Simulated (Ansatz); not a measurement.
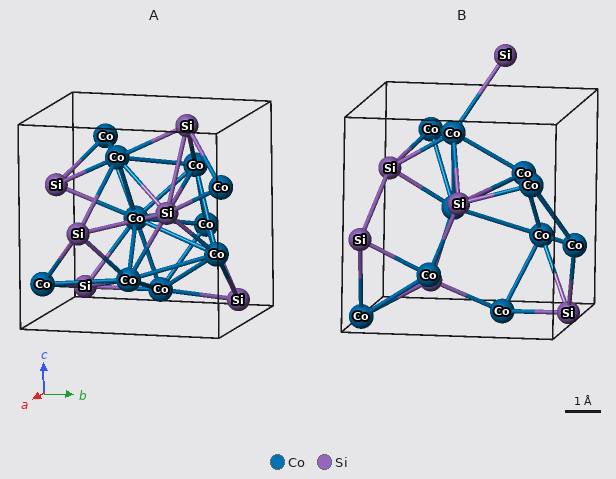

Two geometries of an amorphous cell of composition Co$_{5}$Si$_{3}$ (coarse preliminary run), drawn at one scale. One is the start of a relaxation, the other its converged end. The picture is a ball-and-stick view of the cell of the calculation, reduced to other axes, seen slightly off an axis. Lengths and directions refer to the drawn axes.

Theory: DFT PBE, scalar-relativistic, plane waves, PAW (Ansatz). Set-up: plane-wave cutoff 420 eV; k-point mesh 2 × 2 × 2; occupations gaussian; smearing width 0.1 eV; mesh shifted by (0.5, 0.5, 0.5); collinear spin; cell and atoms relaxed; force threshold 0.04 eV/Å; at most 70 steps.

Which of the two is the end point?

Structure B is the relaxed one. Case: the quenched liquid. The largest move relative to the cell is that of a Si atom, 1.84 Å along [−1 −1 3]. By element the largest moves are Si 1.84 Å, Co 1.26 Å. The volume changes by −17.6 %, with a 5.868 → 4.393 Å (−25.1 %), b 6.034 → 6.420 Å (+6.4 %), c 6.116 → 6.356 Å (+3.9 %), α 89.8° → 88.7°, β 87.5° → 95.7°, γ 89.7° → 90.6°. Some distances before and after: Co–Si 5.057 → 2.516 Å, Co–Co 4.754 → 2.441 Å, Co–Si 4.621 → 2.359 Å, Co–Si 4.639 → 2.416 Å. New bonds form: Co–Co (3.07 → 2.51 Å), Co–Co (3.19 → 2.39 Å), Co–Co (3.56 → 2.34 Å), Co–Co (4.75 → 2.44 Å). Bonds break: Co–Co (2.32 → 3.54 Å), Co–Co (2.49 → 3.74 Å), Co–Si (2.32 → 3.71 Å). Bond angles that change, for instance: Si–Co–Si 164.7° → 80.5°, Co–Si–Co 171.7° → 96.0°, Co–Co–Si 134.4° → 60.5°. Over 29 accepted moves (33 points after the start) the energy falls by 5.387 eV per cell of the calculation. The largest force component goes from 1.2 to 0.034 eV/Å. The pressure goes from −13.22 to −0.07 GPa. The line search rejected the trial steps at points 25, 29 of the run. The SCF was repeated twice at an unchanged geometry on a basis and grid sized afresh for the cell, which shifted the energy by 7.9 meV per cell of the calculation at most. The program noted that the starting moments weren't kept. Cost: 10 min on 2 threads of AMD EPYC 9R45 96-Core Processor (Zen 5), on a shared host, peak memory 0.79 GiB.

Limits of the set-up: the k-point mesh is coarse for a cell with partly filled bands; the periodic images lie only 5.9 Å apart, so the values are limited by the cell's size.
